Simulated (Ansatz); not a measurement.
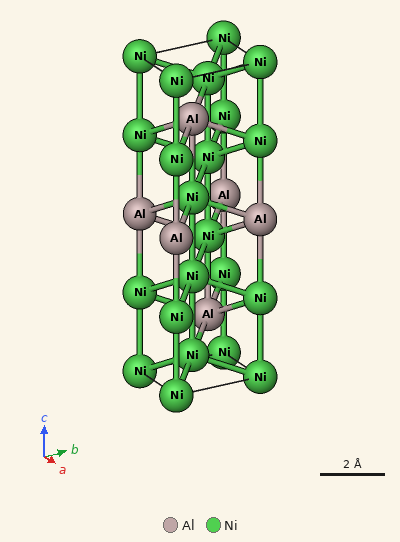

Figure 1. The input geometry (ball-and-stick view of the cell 3 times as large as that of the calculation, set on its symmetry axes, seen slightly off an axis).

AlNi3: single-point calculation

System: AlNi3 (R-3m, 4 atoms in the cell).
Method: DFT PBE, scalar-relativistic, plane waves, PAW, PAW set soft_1, no spin polarisation (Ansatz 0.2.0).

The structure derives from a Materials Project entry. Figures and captions count atoms from 1; the log counts them from 0 in places.

## Log
```
Engine: ansatz 0.2.0, aarch64-unknown-linux-gnu
Pseudopotentials: kind: paw
Pseudopotential: Al, paw, valence charge 3, recommended cutoff 420 eV (normal), [file]
Pseudopotential: Ni, paw, valence charge 18, recommended cutoff 420 eV (normal), [file]
Functional definition: PBE
  parameter kappa = 0.804
  parameter beta = 0.06672455060314922
  exchange = pbe_x(kappa = kappa, mu = beta*pi^2/3)
  correlation = pbe_c(beta = beta)
Crystal: 4 atoms, lattice volume = 44.396 Å³
Basis set: ecut = 520 eV, 1219 PW (Γ), exchange–correlation on 64×64×64 points (8 copies of the dense FFT grid, shifted against one another)
Bands: 35, of which v1, the nominal top of the filled ones, is band 29 counted from 1 (28 counted from 0)
Symmetry: 12 space group operations
Space group: R-3m (ITA 166), of the structure as read, at distance tolerance 3.5e-5 Å
k-points: 288 of 2744
Non-local potential: Al, projectors of the file, l = 0: 2, l = 1: 2, l = 2: 1
Non-local potential: Ni, projectors of the file, l = 0: 3, l = 1: 2, l = 2: 3, l = 3: 1
PAW form: soft (Blöchl's): semilocal exchange-correlation on the pseudo side does not see the compensation charge
PAW one-centre angular grid: Al, 110 points (default); XC on 64 Gauss nodes
PAW one-centre angular grid: Ni, 590 points (default); XC on 64 Gauss nodes
Initial density: superposition of atomic densities (chi_scale 0.1, normalization cell, long waves kept (reshape's long-wave potential 0.00 eV rms))
Initial wavefunctions: pseudopotential atomic-orbital guess
Functional: x = pbe(κ = 0.804, μ = 0.2195149727645171), c = pbe(β = 0.06672455060314922)
SCF iter   1: F=—  HF=-18058.634611 eV  |F-HF|=—  |Δ(HF+E_count)|=         —  Δρ=7.57e-2  dr2=2.20e0  ethr=3.10e-3  ⟨swp⟩=5.2  Hψ=39927  notcnv=0
preconditioner: auto → Kerker (q_TF=auto, 2.844 Å⁻¹)  [metal: Δε(μ)=0.016 eV  Ē_g=7.843 eV  σ=0.150 eV  W_gap=0.06  n_scr=14 (ndim 8)  ℏωp=32.0 eV  f_vac=0.000  D(μ)=2.19/eV (n_scr^D=14)]
SCF iter   2: F=—  HF=-18058.303902 eV  |F-HF|=—  |Δ(HF+E_count)|=   3.31e-1  Δρ=3.09e-2  dr2=5.99e-1  ethr=3.10e-3  ⟨swp⟩=2.1  Hψ=13815  notcnv=0  defer=383
SCF iter   3: F=—  HF=-18058.136486 eV  |F-HF|=—  |Δ(HF+E_count)|=   1.67e-1  Δρ=1.74e-2  dr2=1.82e-1  ethr=1.05e-3  ⟨swp⟩=2.0  Hψ=11756  notcnv=0  defer=383
SCF iter   4: F=—  HF=-18058.087496 eV  |F-HF|=—  |Δ(HF+E_count)|=   4.90e-2  Δρ=4.87e-3  dr2=8.42e-3  ethr=3.19e-4  ⟨swp⟩=2.0  Hψ=13959  notcnv=0  defer=370
SCF iter   5: F=—  HF=-18058.085586 eV  |F-HF|=—  |Δ(HF+E_count)|=   1.91e-3  Δρ=1.50e-3  dr2=1.08e-3  ethr=1.48e-5  ⟨swp⟩=2.4  Hψ=15921  notcnv=0  defer=366
SCF iter   6: F=—  HF=-18058.085526 eV  |F-HF|=—  |Δ(HF+E_count)|=   5.97e-5  Δρ=3.26e-4  dr2=3.09e-5  ethr=1.89e-6  ⟨swp⟩=2.0  Hψ=14357  notcnv=0  defer=366
SCF iter   7: F=—  HF=-18058.085497 eV  |F-HF|=—  |Δ(HF+E_count)|=   2.91e-5  Δρ=1.93e-4  dr2=1.10e-5  ethr=5.42e-8  ⟨swp⟩=2.0  Hψ=18042  notcnv=0  defer=366
SCF iter   8: F=—  HF=-18058.085496 eV  |F-HF|=—  |Δ(HF+E_count)|=   1.31e-6  Δρ=4.94e-5  dr2=8.55e-7  ethr=1.93e-8  ⟨swp⟩=1.7  Hψ=10472  notcnv=0  defer=366
SCF iter   9: F=-18058.085495 eV  HF=-18058.085496 eV  |F-HF|=4.49e-8  |Δ(HF+E_count)|=   1.05e-7  Δρ=1.14e-5  dr2=4.66e-8  ethr=1.75e-10  ⟨swp⟩=12.4  Hψ=76287  notcnv=0
SCF 1 converged in 9 iterations: F = -18058.085495 eV  dr2 = 4.66e-8
  greatest PAW one-centre occupation: 1.001 electrons in one spin orbital (limit 2), on the Ni atom at site 2 (counted from 0), in its partial waves of l = 1
```

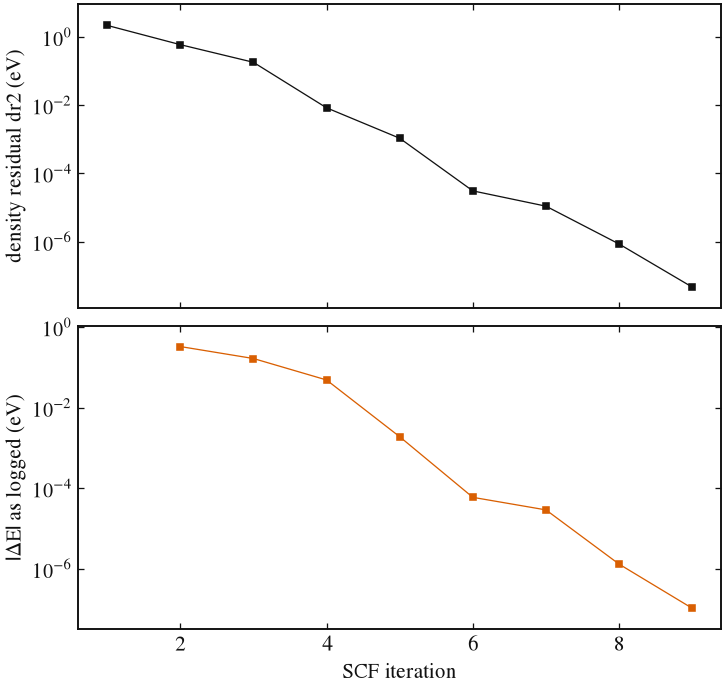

Figure 2. Convergence of the self-consistent field: density residual dr2 and size of the energy change against the SCF iteration. The residual falls at every step.

```
SCF converged after 9 iterations
Free energy (F): -18058.085495 eV
Harris-Foulkes:  -18058.085496 eV  (|F-HF|=4.49e-8)
Internal energy: -18058.053803 eV  (E = F + TS)
E sigma→0 (E₀):  -18058.069649 eV
Entropy (-TS):   -0.031692 eV (-7.923 meV/atom)
Fermi energy:    16.099490 eV
--- Per-component energies (eV) ---
  E_band       = -920.280786
  E_kinetic    = 1050.523232
  E_local      = -9807.587022  (includes V_loc(G=0)·N_el)
  E_nonlocal   = -339.691328
  E_hartree    = 5229.177689
  E_xc         = -378.879808
  E_vxc        = -469.501518  (∫ρ·V_xc dr)
  E_paw        = -5445.937132  (= ΣΔE_a)
  E_vpaw       = -1812.388775  (= ΣTr[D̂ρ^β])
  E_aug_tail   = 0.001198  (compensation charges beyond the density's cutoff)
  E_ewald      = -8365.660633
  E_smearing   = -0.031692  (= −TS)
  E_closure    = 0.000000  (closes the sum)
  Σ components = -18058.085495   (vs F -18058.085495, Δ=0.00e0)
--- Forces (eV/Å), atoms counted from 1 ---
  atom   1  Al     0.00000000    -0.00000000    -0.00000000
  atom   2  Ni    -0.04859941    -0.04859941    -0.04859941
  atom   3  Ni    -0.00000000    -0.00000000    -0.00000000
  atom   4  Ni     0.04859941     0.04859941     0.04859941
  max |Σ_I F_I| component: 5.55e-17 eV/Å
--- Stress (GPa, compression-positive) ---
        6.002780      -5.413461      -5.413461
       -5.413461       6.002780      -5.413461
       -5.413461      -5.413461       6.002780
  P = ⅓ Tr σ = 6.0028 GPa (60.028 kbar)
--- Band table (eV; the first three rows and the last of 288) ---
  k-point 0: bands = ["-86.9123", "-86.9039", "-86.6817", "-47.3458", "-47.3458", "-47.3407", "-47.3407", "-47.3114", "-47.2915", "-47.0884", "-47.0884", "-47.0681", "5.9153", "12.5193", "12.5193", "12.5370", "12.6872", "12.6872", "13.6878", "13.6878", "13.7778", "15.1505", "15.2089", "15.2089", "15.5413", "15.5413", "15.6085", "15.6085", "20.7798", "21.4917", "21.7770", "21.7770", "22.1142", "22.1142", "23.3554"]
  k-point 1: bands = ["-86.9122", "-86.9039", "-86.6817", "-47.3486", "-47.3471", "-47.3398", "-47.3379", "-47.3113", "-47.2917", "-47.0887", "-47.0882", "-47.0678", "5.9931", "12.4394", "12.4955", "12.6093", "12.6888", "12.7570", "13.6825", "13.6879", "13.7630", "15.1138", "15.1333", "15.1631", "15.5557", "15.5616", "15.5932", "15.6031", "20.5492", "20.7658", "21.4304", "21.8155", "22.2893", "22.4471", "23.6734"]
  k-point 2: bands = ["-86.9117", "-86.9042", "-86.6820", "-47.3520", "-47.3495", "-47.3381", "-47.3344", "-47.3110", "-47.2921", "-47.0895", "-47.0874", "-47.0672", "6.2251", "12.3873", "12.4803", "12.5044", "12.8270", "12.9039", "13.6568", "13.6690", "13.7207", "14.9394", "15.0202", "15.0498", "15.5471", "15.5591", "15.6030", "15.6160", "19.3885", "20.3329", "21.0287", "22.0830", "22.2643", "22.6087", "23.7566"]
  k-point 287: bands = ["-86.9082", "-86.9069", "-86.6828", "-47.3550", "-47.3550", "-47.3341", "-47.3341", "-47.3012", "-47.2979", "-47.0860", "-47.0860", "-47.0728", "8.7567", "9.4121", "12.6283", "12.6283", "13.3463", "13.3463", "13.5014", "13.7458", "13.7458", "14.3237", "14.3237", "14.4311", "15.5443", "15.5443", "15.6126", "15.6126", "15.9475", "20.7324", "20.7324", "21.1572", "21.1572", "22.1011", "24.6030"]
```

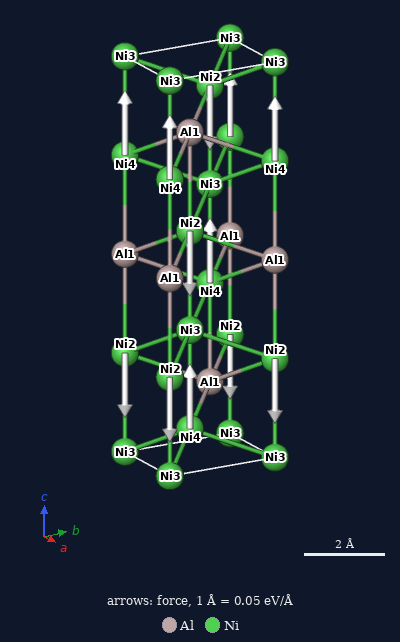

Figure 3. Forces on the atoms as white arrows (ball-and-stick view of the cell 3 times as large as that of the calculation, set on its symmetry axes, seen slightly off an axis; atoms are numbered from 1 in the order of the input). The largest act on Ni2, Ni4 (0.08 eV/Å). The geometry is not a stationary point of this energy.

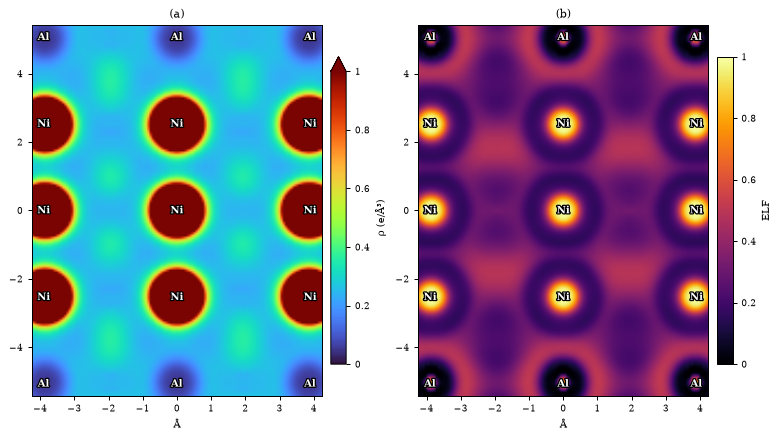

Figure 4. (a) valence charge density (pseudo); (b) electron localisation function on the (100) plane of the conventional cell. The section cuts through Al and Ni sites. Ni–Ni (2.53 Å): ρ at the midpoint is about 0.3 e/Å³; the ELF is about 0.25 at the midpoint (no shared electron pair). Al–Ni (2.53 Å): ρ at the midpoint is about 0.27 e/Å³; the ELF is about 0.35 at the midpoint, which marks metallic bonding. Away from the nuclei the density in this plane falls to 0.22 e/Å³ at its lowest. The strong features right at Ni lie inside the PAW spheres (semicore, d or f shells) and say nothing about bonding. Core electrons are frozen (PAW), so the fields are smoothed inside the atomic spheres.

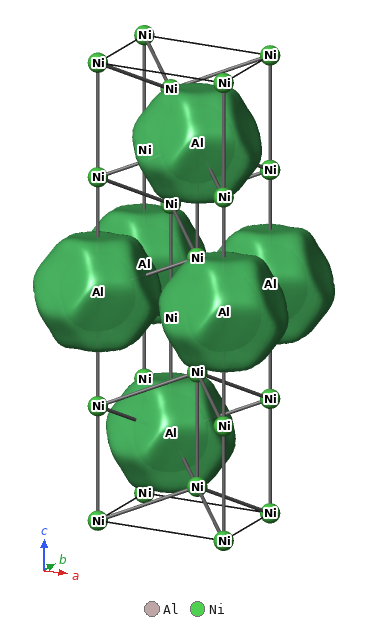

Figure 5. Isosurface of the electron localisation function at 0.4 (green), seen slightly off an axis. Only the valence region is drawn (cores and ρ < 0.01 e/Å³ removed). Sticks mark near contacts. The outline is the cell set on symmetry axes. Profiles from the grid: Ni–Ni (2.40 Å): the ELF is about 0.25 at the midpoint; no localised pair between them. Al–Ni (2.40 Å): the ELF is about 0.40 at the midpoint, which marks metallic bonding.

The run was set up as follows.

## Input file
```yaml
crystal:
  lattice:
    - [0.1147582, 2.8689550005, 2.8689550005]
    - [2.8689550005, 0.1147582, 2.8689550005]
    - [2.8689550005, 2.8689550005, 0.1147582]
  atoms:
    - { symbol: Al, position: [0.5, 0.5, 0.5] }
    - { symbol: Ni, position: [0.25, 0.25, 0.25] }
    - { symbol: Ni, position: [0.0, 0.0, 0.0] }
    - { symbol: Ni, position: [0.75, 0.75, 0.75] }
basis:
  ecutwfc: 520.0
kpoints:
  mp_grid: { grid: [14, 14, 14] }
hamiltonian:
  xc: pbe
  pseudopotentials: { kind: paw, azcp: { folder: soft_1 } }
scf:
  occupations: { method: gaussian, width: 0.15 }
output:
  forces: true
  stress: true
  eigenvalues: true
  write_density: true
  write_potential: true
  elf: true
  volumetric_format: npy
```

Launched with:
```bash
ansatz run input.yaml --threads 4 --pin off --max-ram 8192MiB --backend cpu --events-out ev --progress --plain --runs-dir out
```

## Summary

```tsv
quantity	value
outcome	converged
space group (tolerance 0.01 Å)	R-3m (166)
electrons treated	57
free energy	−18058.0855 eV
Fermi energy	16.099 eV
gap on the k-point mesh	none (metallic)
pressure	6.00 GPa
largest force (length of the vector)	0.084 eV/Å
hardware	4 threads of Arm Neoverse N1, 98 GiB of memory available, shared host
wall time	21 s (CPU time 82 s)
peak memory	0.69 GiB
```

The run has no spin polarisation, so a magnetic state may lie lower. The cell is under a pressure of 6.0 GPa at this level, so it is not at its equilibrium volume.
